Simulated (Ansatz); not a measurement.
# Ge3S: what the fields show

```
Ge S
1.0
     4.23709    0.00000    0.00000
     0.00000    4.23709    0.00000
     0.00000    0.00000    4.23709
Ge S
3 1
Direct
  0.00000 0.50000 0.50000
  0.50000 0.00000 0.50000
  0.50000 0.50000 0.00000
  0.00000 0.00000 0.00000
```

Space group Pm-3m; started from the Cu3Au (L1_2)_221 prototype, which need not be the ambient phase.

All numbers below come from DFT r2SCAN, scalar-relativistic, plane waves, PAW in Ansatz.

Core electrons are frozen (PAW), and the valence fields are smoothed inside the atomic spheres.

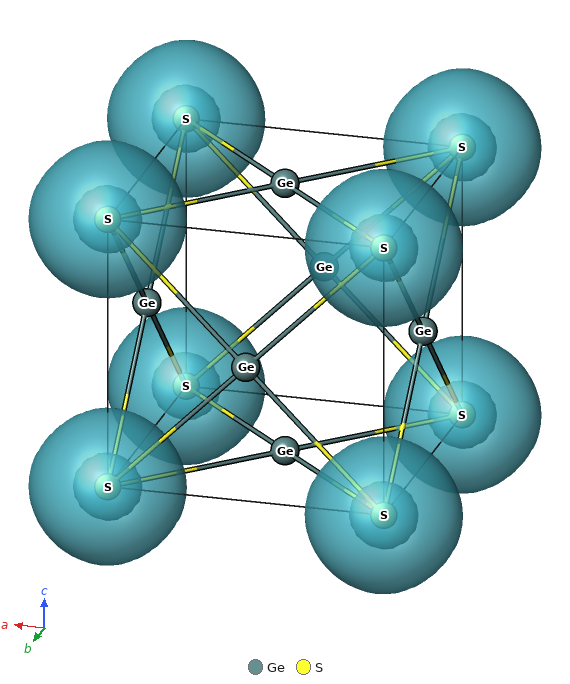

Figure 1. Isosurface of the electron localisation function at 0.65 (cyan), seen at an oblique angle. Only the valence region is drawn (cores and ρ < 0.01 e/Å³ removed). Sticks mark near contacts.

Identify the bonds, lone pairs and shells in this picture.

Answer. The surface consists of one region wrapped around S (its valence shell), counted in one cell of 4 atoms. Regions shared between cells count once.


Ge–S (3.00 Å): the ELF peaks at about 0.85 in the valence shell of S, 0.8 Å from its nucleus, and drops to about 0.25 between the two atoms.

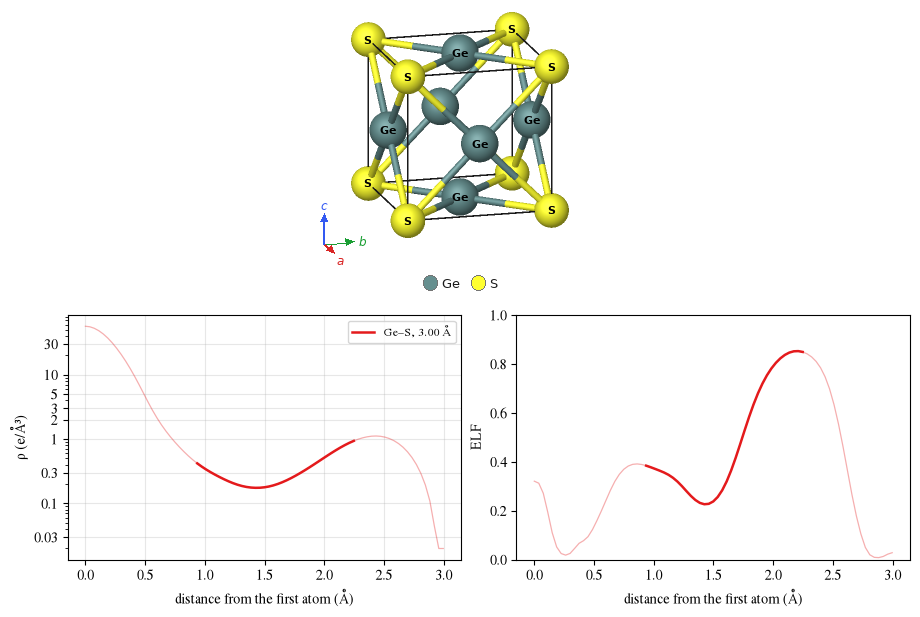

Figure 2. Valence electron density and electron localisation function along straight lines between neighbouring atoms. Thin, pale parts lie inside the atomic spheres. The structure is drawn too.

What can be read from the curves?

Answer. Ge–S (3.00 Å): the density is about 0.18 e/Å³ at the midpoint; the ELF peaks at about 0.85 in the valence shell of S, 0.8 Å from its nucleus, and drops to about 0.25 between the two atoms.

Does the calculation give a band gap?

Answer. It is gapless in this calculation (a metal or semimetal).
